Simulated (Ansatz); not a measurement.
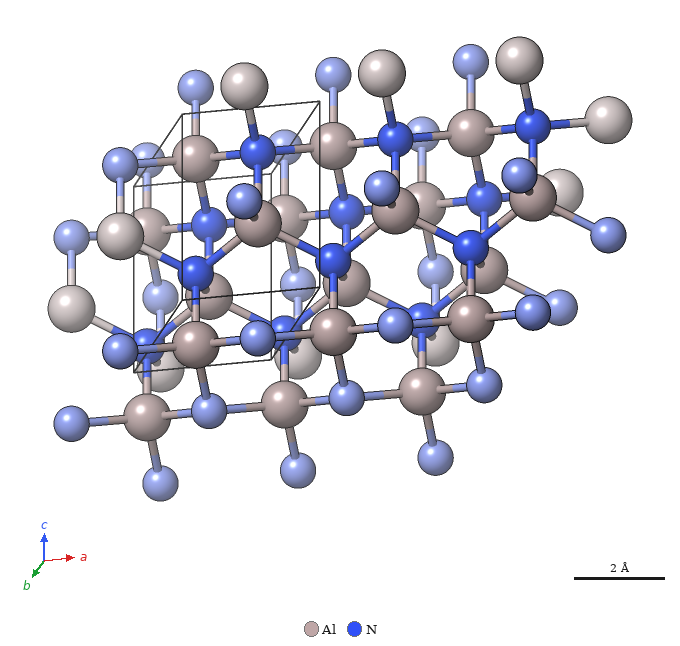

*The input geometry (ball-and-stick view of the cell of the calculation, repeated 3 × 2 × 1, seen at an oblique angle; neighbours outside the cell are drawn fainter). An atom can appear more than once, as a periodic image.*

Near neighbours in the periodic cell (some may lie outside the picture): Al has 4 N at 1.89 to 1.90 Å; N has 4 Al at 1.89 to 1.90 Å.

## Single-point calculation of AlN

System: AlN (4 atoms in the cell).
Method: independent-particle optics of PBE bands, plane waves, PAW, no spin polarisation (Ansatz 0.2.0).

The structure was built on a prototype by a generator. The geometry comes from this level: r2SCAN. It belongs to a series of runs on one base structure; here: scissors to the HSE06 direct gap.

### Log
```
Engine: ansatz 0.2.0, aarch64-unknown-linux-gnu
Pseudopotentials: kind: paw
Pseudopotential: Al, paw, valence charge 3, recommended cutoff 420 eV (normal), Al.paw.azcp
Pseudopotential: N, paw, valence charge 5, recommended cutoff 420 eV (normal), N.paw.azcp
Functional definition: PBE
  parameter kappa = 0.804
  parameter beta = 0.06672455060314922
  exchange = pbe_x(kappa = kappa, mu = beta*pi^2/3)
  correlation = pbe_c(beta = beta)
Crystal: 4 atoms, lattice volume = 41.613 Å³
Basis set: ecut = 420 eV, 809 PW (Γ)
Bands: 12, of which v1, the nominal top of the filled ones, is band 8 counted from 1 (7 counted from 0)
Symmetry: 12 space group operations
Space group: P63mc (ITA 186), of the structure as read, at distance tolerance 3.5e-5 Å
k-points: 36 of 324 (time reversal used)
Non-local potential: Al, projectors of the file, l = 0: 2, l = 1: 2, l = 2: 1
Non-local potential: N, projectors of the file, l = 0: 2, l = 1: 2, l = 2: 1
PAW form: soft (Blöchl's): semilocal exchange-correlation on the pseudo side does not see the compensation charge
PAW one-centre angular grid: Al, 110 points (default); XC on 64 Gauss nodes
PAW one-centre angular grid: N, 110 points (default); XC on 64 Gauss nodes
Initial density: superposition of atomic densities (neutral atoms: chi_scale 0, normalization atom), corrected by the library's trained network
Initial wavefunctions: pseudopotential atomic-orbital guess
Functional: x = pbe(κ = 0.804, μ = 0.2195149727645171), c = pbe(β = 0.06672455060314922)
SCF iter   1: F=—  HF=-1848.493957 eV  |F-HF|=—  |Δ(HF+E_count)|=         —  Δρ=8.40e-4  dr2=1.47e-4  ethr=1.77e-3  ⟨swp⟩=4.8  Hψ=2379  notcnv=0  defer=64
preconditioner: auto → none  [insulator: Δε(μ)=4.228 eV  Ē_g=13.161 eV  n_scr=2 (ndim 8)  ℏωp=23.0 eV  f_vac=0.000  ε∞_Penn≈4.1]
SCF iter   2: F=—  HF=-1848.494274 eV  |F-HF|=—  |Δ(HF+E_count)|=   3.17e-4  Δρ=4.31e-4  dr2=2.35e-5  ethr=9.21e-7  ⟨swp⟩=2.2  Hψ=1075  notcnv=0  defer=72
SCF iter   3: F=—  HF=-1848.494336 eV  |F-HF|=—  |Δ(HF+E_count)|=   6.27e-5  Δρ=1.89e-4  dr2=5.60e-6  ethr=1.47e-7  ⟨swp⟩=2.0  Hψ=651  notcnv=0  defer=25
SCF iter   4: F=—  HF=-1848.494354 eV  |F-HF|=—  |Δ(HF+E_count)|=   1.82e-5  Δρ=1.53e-5  dr2=4.83e-8  ethr=3.50e-8  ⟨swp⟩=2.0  Hψ=720  notcnv=0  defer=5
SCF iter   5: F=—  HF=-1848.494357 eV  |F-HF|=—  |Δ(HF+E_count)|=   2.44e-6  Δρ=3.28e-6  dr2=1.83e-9  ethr=3.02e-10  ⟨swp⟩=2.7  Hψ=777  notcnv=0
SCF iter   6: F=—  HF=-1848.494357 eV  |F-HF|=—  |Δ(HF+E_count)|=   3.77e-9  Δρ=3.61e-7  dr2=2.81e-11  ethr=1.15e-11  ⟨swp⟩=2.2  Hψ=708  notcnv=0
SCF iter   7: F=-1848.494357 eV  HF=-1848.494357 eV  |F-HF|=4.55e-13  |Δ(HF+E_count)|=  3.77e-11  Δρ=6.08e-8  dr2=8.31e-13  ethr=1.00e-12  ⟨swp⟩=3.1  Hψ=1454  notcnv=0
SCF 1 converged in 7 iterations: F = -1848.494357 eV  dr2 = 8.31e-13
  greatest PAW one-centre occupation: 0.788 electrons in one spin orbital (limit 2), on the N atom at site 3 (counted from 0), in its partial waves of l = 0
```

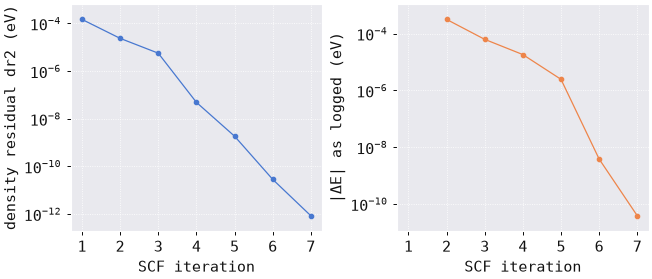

*Convergence of the self-consistent field: density residual dr2 and size of the energy change against the SCF iteration.*

The residual falls at every step.

```
NSCF: frozen V_eff on 36 k-points
Optics k sum: 0 of 36 k-points
Optics k sum: 2 of 36 k-points
Optics k sum: 4 of 36 k-points
Optics k sum: 6 of 36 k-points
Optics k sum: 8 of 36 k-points
Optics k sum: 9 of 36 k-points
Optics k sum: 11 of 36 k-points
Optics k sum: 13 of 36 k-points
Optics k sum: 15 of 36 k-points
Optics k sum: 17 of 36 k-points
Optics k sum: 18 of 36 k-points
Optics k sum: 20 of 36 k-points
Optics k sum: 22 of 36 k-points
Optics k sum: 24 of 36 k-points
Optics k sum: 26 of 36 k-points
Optics k sum: 27 of 36 k-points
Optics k sum: 29 of 36 k-points
Optics k sum: 31 of 36 k-points
Optics k sum: 33 of 36 k-points
Optics k sum: 35 of 36 k-points
Optics k sum: 36 of 36 k-points
Optics k sum: 0 of 36 k-points
Optics k sum: 2 of 36 k-points
Optics k sum: 4 of 36 k-points
Optics k sum: 6 of 36 k-points
Optics k sum: 8 of 36 k-points
Optics k sum: 9 of 36 k-points
Optics k sum: 11 of 36 k-points
Optics k sum: 13 of 36 k-points
Optics k sum: 15 of 36 k-points
Optics k sum: 17 of 36 k-points
Optics k sum: 18 of 36 k-points
Optics k sum: 20 of 36 k-points
Optics k sum: 22 of 36 k-points
Optics k sum: 24 of 36 k-points
Optics k sum: 26 of 36 k-points
Optics k sum: 27 of 36 k-points
Optics k sum: 29 of 36 k-points
Optics k sum: 31 of 36 k-points
Optics k sum: 33 of 36 k-points
Optics k sum: 35 of 36 k-points
Optics k sum: 36 of 36 k-points
NSCF: frozen V_eff on 1 k-points
NSCF: frozen V_eff on 1 k-points
output.optics: what the bands over the 27 summed would add to eps1, eps2 and the energy-loss function is held between a lower and an upper bound (7 Lanczos steps). eps1, eps2 and their loss function (loss_summed_bands) are given on every row as the summed bands alone make them. Along an axis, on a row where the two bounds hold the loss function to about 1 % of the greater of itself and 0.5 % of |1/eps|, its cell (loss_completed) is given, with the completed eps1 and eps2 that it is formed of (a cell that is left empty reads nan in the table and null in the record). The two bounds hold it so along every axis on all 361 rows up to 18.000 eV. The run works to bound the rows up to 18.000 eV and no higher ones: a peak of the loss function over that energy may be left empty with no warning. To have the run work for it, set output.optics.bands.spectra_wanted_up_to to a higher energy. perfect_screening_sum, loss_f_sum_n_eff and, beside carriers, perfect_screening_limit are those of loss_summed_bands: over the bounded function the two sums would run over rows that are not all bounded, and lack what the bands left out lay past the top of the energy grid. Bounded is said of the bands left out alone, which are those that the basis at basis.ecutwfc holds: it says nothing of that cutoff, of the k-point mesh, of what the sum inside its cells errs by (eps2_relative_error), of the factors of all_electron_strengths, nor of how far the SCF is converged. The bands left out are taken at the k-points, and what their mean over the points' cells stands off that by is in neither bound: the run's estimate of it, which the test of a row counts in, is 0.06 % of |eps| at the most among the values given; where the mean stood off by over 0.5 % the points' spread read 0.1 to 3 times that
SCF converged after 7 iterations
Free energy (F): -1848.494357 eV
Harris-Foulkes:  -1848.494357 eV  (|F-HF|=4.55e-13)
Internal energy: -1848.494357 eV  (E = F + TS)
E sigma→0 (E₀):  -1848.494357 eV
Fermi energy:    7.188503 eV
--- Per-component energies (eV) ---
  E_band       = 30.999372
  E_kinetic    = 319.351978
  E_local      = -447.411116  (includes V_loc(G=0)·N_el)
  E_nonlocal   = 110.926761
  E_hartree    = 155.434410
  E_xc         = -203.842425
  E_vxc        = -216.145667  (∫ρ·V_xc dr)
  E_paw        = -1190.383746  (= ΣΔE_a)
  E_vpaw       = -46.591606  (= ΣTr[D̂ρ^β])
  E_aug_tail   = 0.000194  (compensation charges beyond the density's cutoff)
  E_ewald      = -592.570414
  E_smearing   = -0.000000  (= −TS)
  E_closure    = 0.000000  (closes the sum)
  Σ components = -1848.494357   (vs F -1848.494357, Δ=0.00e0)
--- Band table (eV; the first three rows and the last of 36) ---
  k-point 0: bands = ["-8.0055", "-5.8561", "1.1891", "6.3317", "6.3317", "6.9779", "6.9779", "7.1885", "11.4209", "13.8961", "17.8266", "18.3857"]
  k-point 1: bands = ["-7.7683", "-6.2895", "1.9880", "5.9820", "6.4216", "6.4216", "6.8784", "6.8784", "12.3831", "14.0128", "17.4934", "18.3539"]
  k-point 2: bands = ["-7.1168", "-7.1168", "3.8547", "3.8547", "6.6452", "6.6452", "6.6452", "6.6452", "13.6901", "13.6901", "17.5517", "17.5517"]
  k-point 35: bands = ["-5.4534", "-5.4534", "2.3560", "2.3560", "3.3251", "3.3251", "6.3962", "6.3962", "14.6178", "14.6178", "15.0396", "15.0396"]
```

### File rho_z.tsv
```
# z_ang	rho[e/angstrom^3]
# format = ansatz-planar-average/11
# lattice	3.106693762	0.000000000	0.000000000
# lattice	-1.553346881	2.690475720	0.000000000
# lattice	0.000000000	0.000000000	4.978591553
# sites	4
# site	13	0.000000000	1.793650480	-0.016406814
# site	13	1.553346881	0.896825240	2.472888963
# site	7	0.000000000	1.793650480	1.883378646
# site	7	1.553346881	0.896825240	4.372674422
0.000000	3.556849e-1
0.138294	2.630675e-1
0.276588	1.987174e-1
0.414883	1.601714e-1
0.553177	1.436240e-1
0.691471	1.444153e-1
0.829765	1.588873e-1
0.968059	1.870031e-1
1.106354	2.331525e-1
1.244648	3.038583e-1
1.382942	4.043131e-1
1.521236	5.253333e-1
1.659531	6.357278e-1
1.797825	7.072553e-1
1.936119	7.295574e-1
2.074413	6.943216e-1
2.212707	6.007528e-1
2.351002	4.749916e-1
2.489296	3.556849e-1
2.627590	2.630675e-1
2.765884	1.987174e-1
2.904178	1.601714e-1
3.042473	1.436240e-1
3.180767	1.444153e-1
3.319061	1.588873e-1
3.457355	1.870031e-1
3.595649	2.331525e-1
3.733944	3.038583e-1
3.872238	4.043131e-1
4.010532	5.253333e-1
4.148826	6.357278e-1
4.287121	7.072553e-1
4.425415	7.295574e-1
4.563709	6.943216e-1
4.702003	6.007528e-1
4.840297	4.749916e-1
```

### File v_z.tsv
```
# z_ang	v_es[eV]	v_tot[eV]
# format = ansatz-planar-average/11
# xc	pbe
# density_cutoff_ev	1680
# datasets	Al=:simpson_from_first_knot:soft	N=:simpson_from_first_knot:soft
# lattice	3.106693762	0.000000000	0.000000000
# lattice	-1.553346881	2.690475720	0.000000000
# lattice	0.000000000	0.000000000	4.978591553
# sites	4
# site	13	0.000000000	1.793650480	-0.016406814
# site	13	1.553346881	0.896825240	2.472888963
# site	7	0.000000000	1.793650480	1.883378646
# site	7	1.553346881	0.896825240	4.372674422
0.000000	2.074350e0	-1.013005e1
0.138294	3.036351e0	-8.299057e0
0.276588	3.434001e0	-6.901067e0
0.414883	3.907094e0	-5.380589e0
0.553177	4.805116e0	-3.701227e0
0.691471	6.178417e0	-2.099329e0
0.829765	7.702777e0	-6.675378e-1
0.968059	8.847168e0	2.143496e-1
1.106354	9.295832e0	2.224904e-1
1.244648	8.646481e0	-1.067715e0
1.382942	6.731310e0	-3.760039e0
1.521236	3.920331e0	-7.287108e0
1.659531	8.006581e-1	-1.099906e1
1.797825	-1.778559e0	-1.406332e1
1.936119	-3.064075e0	-1.580257e1
2.074413	-2.826594e0	-1.591660e1
2.212707	-1.428782e0	-1.457026e1
2.351002	4.277937e-1	-1.240266e1
2.489296	2.074350e0	-1.013005e1
2.627590	3.036351e0	-8.299057e0
2.765884	3.434001e0	-6.901067e0
2.904178	3.907094e0	-5.380589e0
3.042473	4.805116e0	-3.701227e0
3.180767	6.178417e0	-2.099329e0
3.319061	7.702777e0	-6.675378e-1
3.457355	8.847168e0	2.143496e-1
3.595649	9.295832e0	2.224904e-1
3.733944	8.646481e0	-1.067715e0
3.872238	6.731310e0	-3.760039e0
4.010532	3.920331e0	-7.287108e0
4.148826	8.006581e-1	-1.099906e1
4.287121	-1.778559e0	-1.406332e1
4.425415	-3.064075e0	-1.580257e1
4.563709	-2.826594e0	-1.591660e1
4.702003	-1.428782e0	-1.457026e1
4.840297	4.277937e-1	-1.240266e1
```

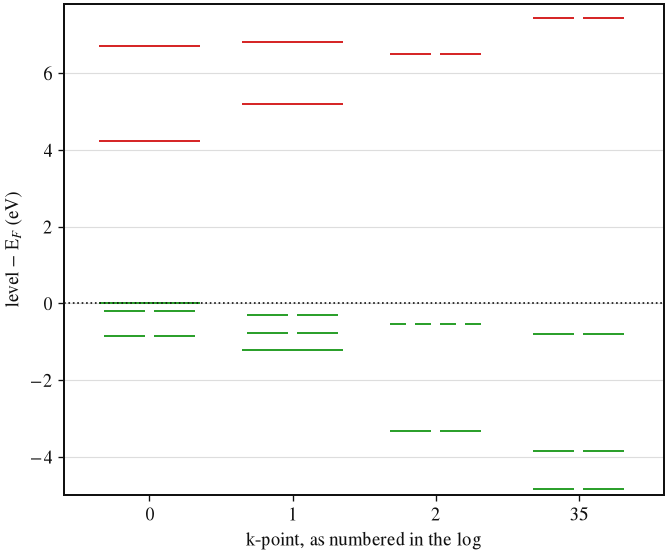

*Kohn–Sham levels near the Fermi level (dotted) at the few k-points that the log prints; levels within 0.02 eV of each other stand side by side.*

Among these points the highest filled and lowest empty levels are 4.23 eV apart, which is the gap on the mesh.

This output came from the following input.

### The input
```yaml
crystal:
  lattice:
    - [3.1066937622, 0.0, 0.0]
    - [-1.5533468811, 2.6904757198, 0.0]
    - [0.0, 0.0, 4.978591553]
  atoms:
    - { symbol: Al, position: [0.3333333333, 0.6666666667, -0.0032954729] }
    - { symbol: Al, position: [0.6666666667, 0.3333333333, 0.4967045271] }
    - { symbol: "N", position: [0.3333333333, 0.6666666667, 0.3782954729] }
    - { symbol: "N", position: [0.6666666667, 0.3333333333, 0.8782954729] }
kpoints:
  mp_grid: { grid: [9, 9, 4] }
hamiltonian:
  xc: pbe
scf:
  occupations: { method: fixed }
output:
  optics:
    e_range: [0, 18]
    de: 0.05
    sigma: 0.1
    bands: { spectra_wanted_up_to: 18 }
    scissors: 1.367
  write_density: true
  write_potential: true
  elf: true
  volumetric_format: npy
```

Command:
```bash
ansatz run input.yaml --threads 4 --pin off --max-ram 3686MiB --backend cpu --events-out ev --progress --plain --runs-dir out
```

### Key numbers

- outcome: converged
- space group (tolerance 0.01 Å): P6₃mc (186)
- electrons treated: 16
- free energy: −1848.4944 eV
- Fermi energy: 7.189 eV
- gap on the k-point mesh: 4.23 eV
- hardware: 4 threads of Arm Neoverse V1, 24 GiB of memory available, shared host
- wall time: 14 s (CPU time 53 s)
- peak memory: 0.56 GiB
